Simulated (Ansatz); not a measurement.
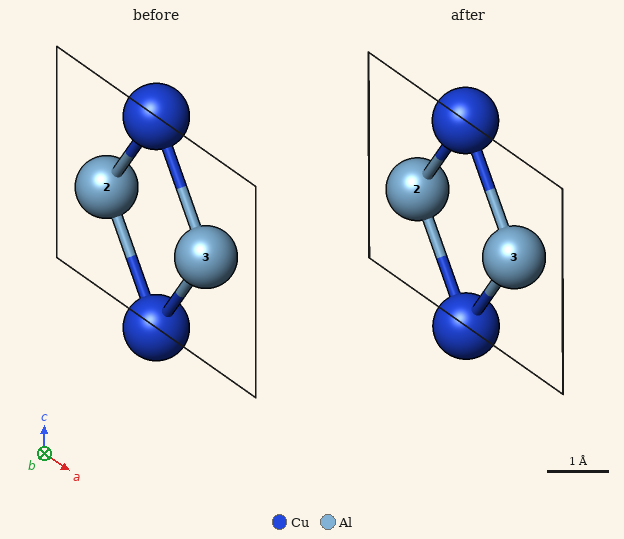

The structure of solid Al2Cu (set up in I4/mmm) before (left) and after (right) a relaxation, at one scale.

A ball-and-stick model of the cell of the calculation, seen along the b axis.

The run lets cell and atoms move.

The calculation used Ansatz 0.2.0, Kohn-Sham DFT of a periodic cell, PBEsol, Ansatz PAW.

Input file:
```yaml
crystal:
  lattice:
    - [-2.0303375, 2.0303375, 2.851094]
    - [2.0303375, -2.0303375, 2.851094]
    - [2.0303375, 2.0303375, -2.851094]
  atoms:
    - { symbol: Cu, position: [0.5, 0.5, 0.0] }
    - { symbol: Al, position: [0.25, 0.75, 0.5] }
    - { symbol: Al, position: [0.75, 0.25, 0.5] }
hamiltonian:
  xc: pbesol
  pseudopotentials: { kind: paw }
kpoints:
  mp_grid: { grid: [9, 9, 9] }
scf:
  occupations: { method: fermi_dirac, width: 0.05 }
output:
  forces: true
  stress: true
  eigenvalues: true
  write_density: true
  write_potential: true
  elf: true
  volumetric_format: npy
relax:
  f_tol: 0.01
  max_steps: 40
  cell: { stress_tol: 0.05, p_target: 10.0 }
```

Run as
```bash
ansatz run input.yaml --threads 2 --pin off --max-ram 5632MiB --backend cpu --events-out ev --progress --plain --runs-dir out
```

Question: Describe what moved and what it gained.

Answer: No atom moves by more than 0.005 Å relative to the cell. The drawn cell changes as follows: a = b = c 4.046 → 3.943 Å (−2.6 %), α 119.8° → 120.0°, β 119.8° → 120.0°, γ 90.4° → 90.0°; the volume changes by −7.8 %. Among the contacts that change: Al–Cu 2.481 → 2.415 Å. Within 0.06 Å the space group is Fm-3m at the start and Fm-3m at the end; at a tighter tolerance small leftover displacements or strains of the cell lower it. After 5 accepted moves (6 points after the start) the energy has risen by 0.104 eV per cell of the calculation. With the target pressure of 10 GPa, the enthalpy E + pV changes by −0.124 eV per cell of the calculation. All forces vanish by symmetry, so only the cell relaxes. The pressure goes from −0.09 to 9.96 GPa. The SCF was repeated once at an unchanged geometry on a basis and grid sized afresh for the cell, which shifted the energy by 1.0 meV per cell of the calculation at most.
